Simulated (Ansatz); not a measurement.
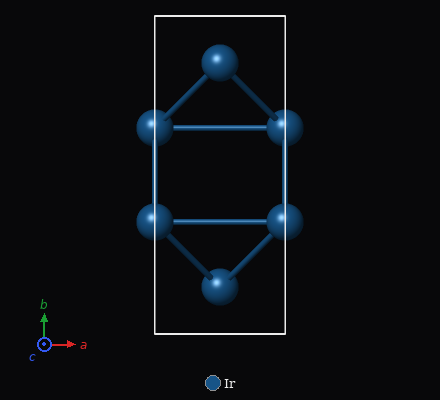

Ir (Cmcm, No. 63): the geometry given to an electronic-structure calculation, possibly off equilibrium; the starting structure was generated, so it need not be a known form of this composition.

Space group Cmcm (No. 63). a = 2.693 Å, b = 6.581 Å, c = 3.615 Å, α = 90.00°, β = 90.00°, γ = 90.00°
```json
{"atom": "Ir", "site": "4c", "symmetry": "m2m", "x": "0.0000", "y": "0.3522", "z": "0.7500"}
```

Q: What will an integrated-DPC-like image along [001] show? Simulated as the projected potential of neutral atoms (B = 0.5 Å²) blurred by a 1.04 Å probe, the thin-sample limit of integrated differential phase contrast. Shot noise and the speckle of an amorphous layer were added.

A: The columns repeat on a centred rectangular net of 2.69 × 6.58 Å (plane group c2mm). All columns are alike (Ir). The shortest distance between visible columns is 1.90 Å in projection. Along the beam the structure repeats every 3.62 Å.

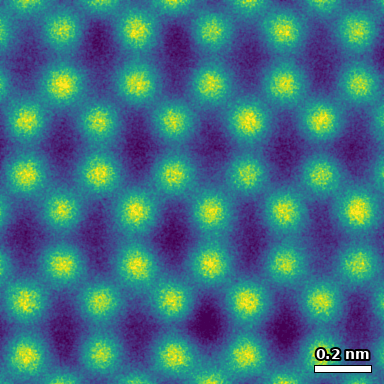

The simulated image.
